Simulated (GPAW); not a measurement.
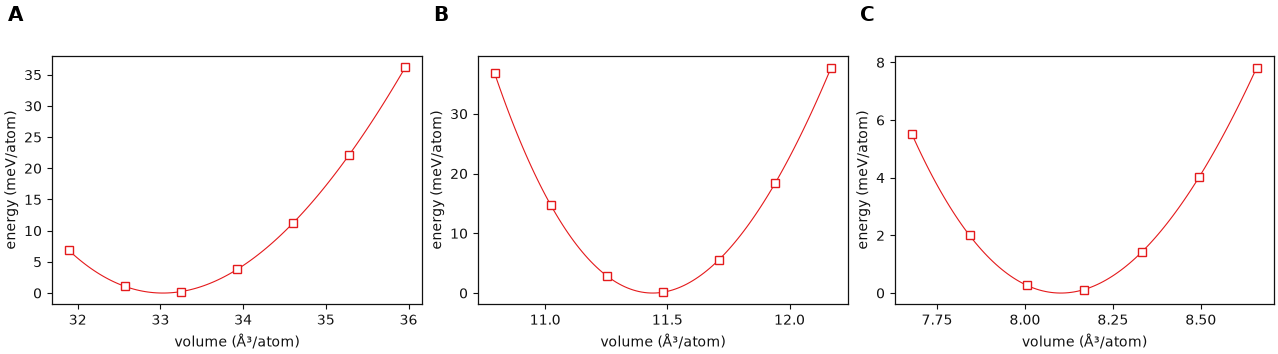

Each panel shows the energy against volume for one of these solids: HfN, Fm-3m (No. 225); LiF, Fm-3m (No. 225); Te, P3_121 (No. 152).

Method: PAW DFT in plane waves, on a grid or in atomic orbitals, no spin polarisation; energies at scaled volumes of the given cell, shape and fractions fixed, counted from the fit's minimum, third-order Birch-Murnaghan fit (GPAW 26.7.0). Level: PBEsol.

> Which panel belongs to which solid?

A is Te (energy from 0.23 meV/atom to 36.19 meV/atom, V0 33.03 Å³/atom, B0 52.4 GPa); B is HfN (energy from 0.12 meV/atom to 37.74 meV/atom, V0 11.44 Å³/atom, B0 290 GPa); C is LiF (energy from 0.12 meV/atom to 7.82 meV/atom, V0 8.102 Å³/atom, B0 73.1 GPa).

For LiF, limits of the calculation: the fit and the printed pressures don't fully agree, or the minimum lies near the end of the range.

For Te, limits of the calculation: shape and atomic fractions are frozen while scaling, which makes layered, chain and framework solids too stiff.
